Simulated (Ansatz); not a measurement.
Cell and atoms:

```
CELL_PARAMETERS angstrom
3.31794 0.00000 0.00000
-1.65897 2.87342 0.00000
0.00000 0.00000 16.65814
ATOMIC_POSITIONS crystal
W 0.00000 0.00000 0.50000
Se 0.33333 0.66667 0.59979
Se 0.33333 0.66667 0.40021
```

Q: Describe what this structure looks like.

A: The material is WSe$_{2}$. It has 3 atoms to the cell (1 W, 2 Se). W is coordinated by six Se in a trigonal prismatic arrangement at 2.54 Å. Se bonds to three W in a trigonal pyramidal arrangement at 2.54 Å. Not all metal-metal contacts are counted. The bonds build WSe2 layers parallel to (001).

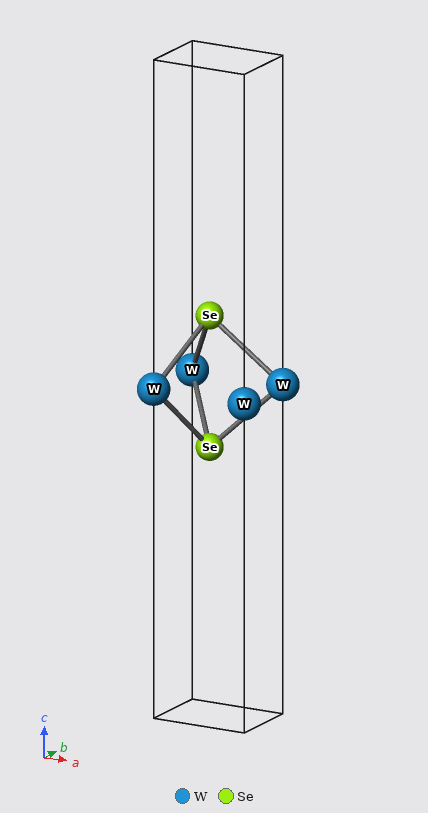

Drawn in the ball-and-stick manner and seen slightly off an axis. Atoms at the boundary of the simulation cell (the box) are drawn once for each face, edge or corner they touch.

The model was built from a structure listed in the Materials Project. Earlier steps of the study, as a rule a relaxation of our own, may have changed the cell and positions, so they can lie some per cent off the listed ones. A calculation with Ansatz used it as input.
